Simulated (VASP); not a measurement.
**Run report: Ru, geometry relaxation (part 2 of 2)**

The same run, continued: Ru (2 atoms in the cell); Kohn-Sham DFT of a periodic cell, AM05, VASP PAW PBE potentials, recommended, no spin polarisation (VASP 6.6.1); cutoff 600 eV, 15×15×9 k-mesh, methfessel-paxton of 0.1 eV. The structure derives from an entry of the Crystallography Open Database.

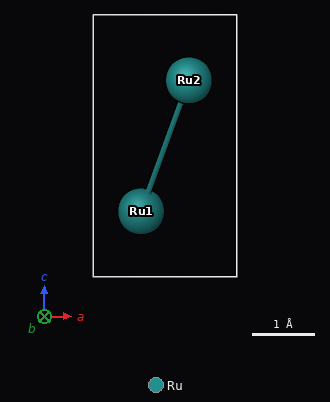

**Figure 1.** The geometry at step 3 of the log (ball-and-stick view of the cell of the calculation, along the b axis; atoms are numbered from 1 in the order of the input).

Parts of OUTCAR, continued
```
  FORCE on cell =-STRESS in cart. coord.  units (eV):
  Direction    XX          YY          ZZ          XY          YZ          ZX
  --------------------------------------------------------------------------------------
  -------------------------------------------------------------------------------------
  Total        5.1949089      5.1949089      5.6599276      0.0000000     -0.0000000      0.0000000
  in kB      341.2806000    341.2806000    371.8300949      0.0000000     -0.0000000      0.0000000
  external PRESSURE =     351.4637650 kB  Pullay stress =       0.0000000 kB

 VOLUME and BASIS-vectors are now :
 -----------------------------------------------------------------------------
  energy-cutoff  :      600.00
  volume of cell :       24.39
      direct lattice vectors                 reciprocal lattice vectors
     2.611372540 -0.000000000 -0.000000000     0.382940383  0.221090733  0.000000000
    -1.305686270  2.261514959  0.000000000     0.000000000  0.442181466  0.000000000
     0.000000000 -0.000000000  4.129606037     0.000000000  0.000000000  0.242153850

 POSITION                                       TOTAL-FORCE (eV/Angst)
 -----------------------------------------------------------------------------------
     -0.00000      1.50768      1.03240        -0.000000      0.000000      0.000000
      1.30569      0.75384      3.09720         0.000000     -0.000000      0.000000
 -----------------------------------------------------------------------------------
    total drift:                               -0.000000      0.000000     -0.000000

  FREE ENERGIE OF THE ION-ELECTRON SYSTEM (eV)
  ---------------------------------------------------
  free  energy   TOTEN  =       -19.6080854116 eV

  energy  without entropy=      -19.6067562910  energy(sigma->0) =      -19.60764237

--------------------------------------- Ionic step        3  -------------------------------------------

 number of electron      27.9999995 magnetization

------------------------ aborting loop because EDIFF is reached ----------------------------------------

  FORCE on cell =-STRESS in cart. coord.  units (eV):
  Direction    XX          YY          ZZ          XY          YZ          ZX
  --------------------------------------------------------------------------------------
  -------------------------------------------------------------------------------------
  Total       -0.0734449     -0.0734449      0.0020067     -0.0000000     -0.0000000      0.0000000
  in kB       -4.4438661     -4.4438661      0.1214196     -0.0000000     -0.0000000      0.0000000
  external PRESSURE =      -2.9221042 kB  Pullay stress =       0.0000000 kB

 VOLUME and BASIS-vectors are now :
 -----------------------------------------------------------------------------
  energy-cutoff  :      600.00
  volume of cell :       26.48
      direct lattice vectors                 reciprocal lattice vectors
     2.683508196 -0.000000000 -0.000000000     0.372646523  0.215147571  0.000000000
    -1.341754098  2.323986269  0.000000000     0.000000000  0.430295141  0.000000000
     0.000000000 -0.000000000  4.245947459     0.000000000  0.000000000  0.235518694

 POSITION                                       TOTAL-FORCE (eV/Angst)
 -----------------------------------------------------------------------------------
     -0.00000      1.54932      1.06149         0.000000      0.000000      0.000000
      1.34175      0.77466      3.18446        -0.000000     -0.000000      0.000000
 -----------------------------------------------------------------------------------
    total drift:                               -0.000000      0.000000     -0.000000

  FREE ENERGIE OF THE ION-ELECTRON SYSTEM (eV)
  ---------------------------------------------------
  free  energy   TOTEN  =       -19.8175924278 eV

  energy  without entropy=      -19.8164123260  energy(sigma->0) =      -19.81719906

--------------------------------------- Ionic step        4  -------------------------------------------

 number of electron      27.9999995 magnetization

------------------------ aborting loop because EDIFF is reached ----------------------------------------

  FORCE on cell =-STRESS in cart. coord.  units (eV):
  Direction    XX          YY          ZZ          XY          YZ          ZX
  --------------------------------------------------------------------------------------
  -------------------------------------------------------------------------------------
  Total       -0.0314423     -0.0314423      0.0466330      0.0000000      0.0000000      0.0000000
  in kB       -1.9038224     -1.9038224      2.8236213      0.0000000      0.0000000      0.0000000
  external PRESSURE =      -0.3280078 kB  Pullay stress =       0.0000000 kB

 VOLUME and BASIS-vectors are now :
 -----------------------------------------------------------------------------
  energy-cutoff  :      600.00
  volume of cell :       26.46
      direct lattice vectors                 reciprocal lattice vectors
     2.682867307 -0.000000000 -0.000000000     0.372735542  0.215198966  0.000000000
    -1.341433653  2.323431243  0.000000000     0.000000000  0.430397931  0.000000000
     0.000000000 -0.000000000  4.244913823     0.000000000  0.000000000  0.235576043

 POSITION                                       TOTAL-FORCE (eV/Angst)
 -----------------------------------------------------------------------------------
     -0.00000      1.54895      1.06123        -0.000000      0.000000      0.000000
      1.34143      0.77448      3.18369         0.000000     -0.000000      0.000000
 -----------------------------------------------------------------------------------
    total drift:                               -0.000000      0.000000     -0.000000

  FREE ENERGIE OF THE ION-ELECTRON SYSTEM (eV)
  ---------------------------------------------------
  free  energy   TOTEN  =       -19.8176121443 eV

  energy  without entropy=      -19.8164303681  energy(sigma->0) =      -19.81721822

--------------------------------------- Ionic step        5  -------------------------------------------

 number of electron      27.9999994 magnetization

------------------------ aborting loop because EDIFF is reached ----------------------------------------

  FORCE on cell =-STRESS in cart. coord.  units (eV):
  Direction    XX          YY          ZZ          XY          YZ          ZX
  --------------------------------------------------------------------------------------
  -------------------------------------------------------------------------------------
  Total       -0.0020894     -0.0020894      0.0781696      0.0000000      0.0000000      0.0000000
  in kB       -0.1265789     -0.1265789      4.7355954      0.0000000      0.0000000      0.0000000
  external PRESSURE =       1.4941458 kB  Pullay stress =       0.0000000 kB

 VOLUME and BASIS-vectors are now :
 -----------------------------------------------------------------------------
  energy-cutoff  :      600.00
  volume of cell :       26.45
      direct lattice vectors                 reciprocal lattice vectors
     2.682408652 -0.000000000 -0.000000000     0.372799275  0.215235762  0.000000000
    -1.341204326  2.323034036  0.000000000     0.000000000  0.430471523  0.000000000
     0.000000000 -0.000000000  4.244174098     0.000000000  0.000000000  0.235617102

 POSITION                                       TOTAL-FORCE (eV/Angst)
 -----------------------------------------------------------------------------------
     -0.00000      1.54869      1.06104         0.000000     -0.000000      0.000000
      1.34120      0.77434      3.18313        -0.000000      0.000000      0.000000
 -----------------------------------------------------------------------------------
    total drift:                               -0.000000      0.000000     -0.000000

  FREE ENERGIE OF THE ION-ELECTRON SYSTEM (eV)
  ---------------------------------------------------
  free  energy   TOTEN  =       -19.8176075514 eV

  energy  without entropy=      -19.8164247162  energy(sigma->0) =      -19.81721327

--------------------------------------- Ionic step        6  -------------------------------------------

 number of electron      27.9999995 magnetization

------------------------ aborting loop because EDIFF is reached ----------------------------------------

  FORCE on cell =-STRESS in cart. coord.  units (eV):
  Direction    XX          YY          ZZ          XY          YZ          ZX
  --------------------------------------------------------------------------------------
  -------------------------------------------------------------------------------------
  Total       -0.0600496     -0.0600496     -0.1183633      0.0000000     -0.0000000      0.0000000
  in kB       -3.6323602     -3.6323602     -7.1597180      0.0000000     -0.0000000      0.0000000
  external PRESSURE =      -4.8081462 kB  Pullay stress =       0.0000000 kB

 VOLUME and BASIS-vectors are now :
 -----------------------------------------------------------------------------
  energy-cutoff  :      600.00
  volume of cell :       26.49
      direct lattice vectors                 reciprocal lattice vectors
     2.682293801 -0.000000000 -0.000000000     0.372815237  0.215244978  0.000000000
    -1.341146900  2.322934572  0.000000000     0.000000000  0.430489955  0.000000000
     0.000000000 -0.000000000  4.250972671     0.000000000 -0.000000000  0.235240280

 POSITION                                       TOTAL-FORCE (eV/Angst)
 -----------------------------------------------------------------------------------
     -0.00000      1.54862      1.06274         0.000000      0.000000      0.000000
      1.34115      0.77431      3.18823         0.000000     -0.000000     -0.000000
 -----------------------------------------------------------------------------------
    total drift:                               -0.000000      0.000000     -0.000000

  FREE ENERGIE OF THE ION-ELECTRON SYSTEM (eV)
  ---------------------------------------------------
  free  energy   TOTEN  =       -19.8175879029 eV

  energy  without entropy=      -19.8165278499  energy(sigma->0) =      -19.81723455

--------------------------------------- Ionic step        7  -------------------------------------------

 number of electron      27.9999995 magnetization

 Free energy of the ion-electron system (eV)
  ---------------------------------------------------
  ext. energy  EPLUGINS =         0.00000000
  ---------------------------------------------------
  free energy    TOTEN  =       -19.81763413 eV

  energy without entropy =      -19.81650447  energy(sigma->0) =      -19.81725758

 E-fermi :  13.1352     XC(G=0): -14.4489     alpha+bet :-20.5413

 val. band max:       13.1297353530   @ k =   0.2667   0.2000   0.2222
 cond. band min:      13.1395610852   @ k =   0.2667   0.0000   0.3333
 fundamental gap:      0.0098257322
 Fermi energy:        13.1351751028

 k-point     1 :       0.0000    0.0000    0.0000
  band No.  band energies     occupation
      1     -30.5249      2.00000
      2     -29.5098      2.00000
      3     -29.5098      2.00000
      4     -29.3255      2.00000
      5     -29.3255      2.00000
      6     -29.2757      2.00000
      7       4.9257      2.00000
      8       6.7136      2.00000
      9      10.4502      2.00000
     10      10.4502      2.00000
     11      10.6346      2.00000
     12      11.1645      2.00000
     13      11.1645      2.00000
     14      11.7246      2.00000
     15      11.7246      2.00000
     16      14.3857     -0.00000
     17      14.3977     -0.00000
     18      14.3977     -0.00000

 k-point     2 :       0.0667    0.0000    0.0000
  band No.  band energies     occupation
      1     -30.5083      2.00000
      2     -29.5453      2.00000
      3     -29.5218      2.00000
      4     -29.3627      2.00000
      5     -29.3303      2.00000
      6     -29.2833      2.00000
      7       5.0957      2.00000
      8       6.8446      2.00000
      9      10.1270      2.00000
     10      10.5894      2.00000
     11      10.9135      2.00000
     12      11.0907      2.00000
     13      11.2928      2.00000
     14      11.5490      2.00000
     15      11.6176      2.00000
     16      13.0512      1.99926
     17      14.4651     -0.00000
     18      15.9661      0.00000

 k-point     3 :       0.1333    0.0000    0.0000
  band No.  band energies     occupation
      1     -30.4599      2.00000
      2     -29.6460      2.00000
      3     -29.5549      2.00000
      4     -29.4663      2.00000
      5     -29.3446      2.00000
      6     -29.3063      2.00000
      7       5.5773      2.00000
      8       7.1852      2.00000
      9       9.6909      2.00000
     10      10.8649      2.00000
     11      10.8837      2.00000
     12      10.9970      2.00000
     13      11.3451      2.00000
     14      11.3507      2.00000
     15      11.6674      2.00000
     16      12.2113      2.00000
     17      14.6254     -0.00000
     18      17.6581      0.00000

 k-point     4 :       0.2000    0.0000    0.0000
  band No.  band energies     occupation
      1     -30.3840      2.00000
      2     -29.7944      2.00000
      3     -29.6150      2.00000
      4     -29.6020      2.00000
      5     -29.3669      2.00000
      6     -29.3446      2.00000
      7       6.2702      2.00000
      8       7.5357      2.00000
      9       9.3788      2.00000
     10       9.8957      2.00000
     11      10.6772      2.00000
     12      10.9988      2.00000
     13      11.6421      2.00000
     14      11.7942      2.00000
     15      11.9147      2.00000
     16      12.2558      2.00000
     17      14.8057     -0.00000
     18      19.4069      0.00000

 k-point     5 :       0.2667    0.0000    0.0000
  band No.  band energies     occupation
      1     -30.2876      2.00000
      2     -29.9646      2.00000
      3     -29.7805      2.00000
      4     -29.6544      2.00000
      5     -29.3977      2.00000
      6     -29.3939      2.00000
      7       6.9420      2.00000
      8       7.5832      2.00000
      9       8.9676      2.00000
     10       9.4924      2.00000
     11      10.6541      2.00000
     12      10.6944      2.00000
     13      11.4973      2.00000
     14      12.4645      2.00000
     15      12.7208      2.00000
     16      12.9993      2.06633
     17      14.9592     -0.00000
     18      21.1517      0.00000

 [... the levels of 18 k-points are left out ...]

 k-point    24 :       0.4000    0.2000    0.0000
  band No.  band energies     occupation
      1     -30.2471      2.00000
      2     -30.0427      2.00000
      3     -29.9130      2.00000
      4     -29.9086      2.00000
      5     -29.6615      2.00000
      6     -29.6414      2.00000
      7       7.3885      2.00000
      8       7.7765      2.00000
      9       8.3331      2.00000
     10       9.9480      2.00000
     11      10.0458      2.00000
     12      10.6694      2.00000
     13      11.7533      2.00000
     14      14.2067     -0.00000
     15      14.6719     -0.00000
     16      14.8042     -0.00000
     17      18.6358      0.00000
     18      20.1411      0.00000

 [... further k-points ...]

------------------------ aborting loop because EDIFF is reached ----------------------------------------

  FORCE on cell =-STRESS in cart. coord.  units (eV):
  Direction    XX          YY          ZZ          XY          YZ          ZX
  --------------------------------------------------------------------------------------
  -------------------------------------------------------------------------------------
  Total       -0.0188439     -0.0188439      0.0034314      0.0000000      0.0000000      0.0000000
  in kB       -1.1408004     -1.1408004      0.2077369      0.0000000      0.0000000      0.0000000
  external PRESSURE =      -0.6912880 kB  Pullay stress =       0.0000000 kB

 VOLUME and BASIS-vectors are now :
 -----------------------------------------------------------------------------
  energy-cutoff  :      600.00
  volume of cell :       26.46
      direct lattice vectors                 reciprocal lattice vectors
     2.682356728 -0.000000000 -0.000000000     0.372806491  0.215239928  0.000000000
    -1.341178364  2.322989069  0.000000000     0.000000000  0.430479856  0.000000000
     0.000000000 -0.000000000  4.247247714     0.000000000 -0.000000000  0.235446592

 POSITION                                       TOTAL-FORCE (eV/Angst)
 -----------------------------------------------------------------------------------
     -0.00000      1.54866      1.06181         0.000000     -0.000000      0.000000
      1.34118      0.77433      3.18544        -0.000000      0.000000      0.000000
 -----------------------------------------------------------------------------------
    total drift:                               -0.000000      0.000000     -0.000000

  FREE ENERGIE OF THE ION-ELECTRON SYSTEM (eV)
  ---------------------------------------------------
  free  energy   TOTEN  =       -19.8176341318 eV

  energy  without entropy=      -19.8165044749  energy(sigma->0) =      -19.81725758

 reached required accuracy - stopping structural energy minimisation
```

CONTCAR
```
Ru
   1.00000000000000
     2.6823567283117380   -0.0000000000000000   -0.0000000000000000
    -1.3411783641558690    2.3229890687691030    0.0000000000000000
     0.0000000000000000   -0.0000000000000000    4.2472477137032572
  Ru
     2
Direct
     0.3333333332999970    0.6666666667000030    0.2500000000000000
     0.6666666667000030    0.3333333332999970    0.7500000000000000

  0.00000000E+00  0.00000000E+00  0.00000000E+00
  0.00000000E+00  0.00000000E+00  0.00000000E+00
```

Trajectory as extended XYZ (Å, eV, eV/Å), 7 frames, from step=0 to step=6
```
2
Lattice="2.7058 0.0000 0.0000 -1.3529 2.3433 0.0000 0.0000 0.0000 4.2819" Properties=species:S:1:pos:R:3:forces:R:3 step=0 energy=-19.79861
Ru    0.0000    1.5622    1.0705    0.0000   0.0000   0.0000
Ru    1.3529    0.7811    3.2114    0.0000   0.0000   0.0000
2
Lattice="2.6114 -0.0000 -0.0000 -1.3057 2.2615 0.0000 0.0000 -0.0000 4.1296" Properties=species:S:1:pos:R:3:forces:R:3 step=1 energy=-19.60809
Ru    0.0000    1.5077    1.0324    0.0000   0.0000   0.0000
Ru    1.3057    0.7538    3.0972    0.0000   0.0000   0.0000
2
Lattice="2.6835 -0.0000 -0.0000 -1.3418 2.3240 0.0000 0.0000 -0.0000 4.2459" Properties=species:S:1:pos:R:3:forces:R:3 step=2 energy=-19.81759
Ru    0.0000    1.5493    1.0615    0.0000   0.0000   0.0000
Ru    1.3418    0.7747    3.1845    0.0000   0.0000   0.0000
2
Lattice="2.6829 -0.0000 -0.0000 -1.3414 2.3234 0.0000 0.0000 -0.0000 4.2449" Properties=species:S:1:pos:R:3:forces:R:3 step=3 energy=-19.81761
Ru    0.0000    1.5490    1.0612    0.0000   0.0000   0.0000
Ru    1.3414    0.7745    3.1837    0.0000   0.0000   0.0000
2
Lattice="2.6824 -0.0000 -0.0000 -1.3412 2.3230 0.0000 0.0000 -0.0000 4.2442" Properties=species:S:1:pos:R:3:forces:R:3 step=4 energy=-19.81761
Ru    0.0000    1.5487    1.0610    0.0000   0.0000   0.0000
Ru    1.3412    0.7743    3.1831    0.0000   0.0000   0.0000
2
Lattice="2.6823 -0.0000 -0.0000 -1.3411 2.3229 0.0000 0.0000 -0.0000 4.2510" Properties=species:S:1:pos:R:3:forces:R:3 step=5 energy=-19.81759
Ru    0.0000    1.5486    1.0627    0.0000   0.0000   0.0000
Ru    1.3411    0.7743    3.1882    0.0000   0.0000   0.0000
2
Lattice="2.6824 -0.0000 -0.0000 -1.3412 2.3230 0.0000 0.0000 -0.0000 4.2472" Properties=species:S:1:pos:R:3:forces:R:3 step=6 energy=-19.81763
Ru    0.0000    1.5487    1.0618    0.0000   0.0000   0.0000
Ru    1.3412    0.7743    3.1854    0.0000   0.0000   0.0000
```

The run was set up as follows.

INCAR
```
SYSTEM = Ru
ALGO = Normal
EDIFF = 1E-6
EDIFFG = -0.01
ENCUT = 600
GGA = AM
IBRION = 2
ISIF = 3
ISMEAR = 1
LASPH = .TRUE.
LCHARG = .FALSE.
LREAL = .FALSE.
LWAVE = .FALSE.
NELM = 80
NSW = 90
PREC = Accurate
SIGMA = 0.1
```

KPOINTS
```
k-points
0
G
  15 15 9
  0 0 0
```

POSCAR
```
Ru
1.0
    2.7058000000      0.0000000000      0.0000000000
   -1.3529000000      2.3432915376      0.0000000000
    0.0000000000      0.0000000000      4.2819000000
Ru
2
Direct
    0.3333333333      0.6666666667      0.2500000000
    0.6666666667      0.3333333333      0.7500000000
```

Command:
```bash
cat potpaw_PBE.64/Ru_pv/POTCAR > POTCAR
mpirun -np 1 vasp_std > vasp.out
```

Key numbers

- outcome: converged
- space group (tolerance 0.01 Å): P6₃/mmc (194)
- electrons treated: 28
- free energy: −19.8176 eV
- Fermi energy: 13.135 eV
- gap on the k-point mesh: none (metallic)
- pressure: −0.07 GPa
- final volume: 26.46 Å³
- largest force (length of the vector) at the end: under 0.001 eV/Å
- final cell: a = 2.682 Å, b = 2.682 Å, c = 4.247 Å, α = 90.00°, β = 90.00°, γ = 120.00°
- hardware: 1 thread of Intel Xeon (Granite Rapids), 64 GiB of memory available, shared host
- wall time: 2 min
- peak memory: 0.21 GiB
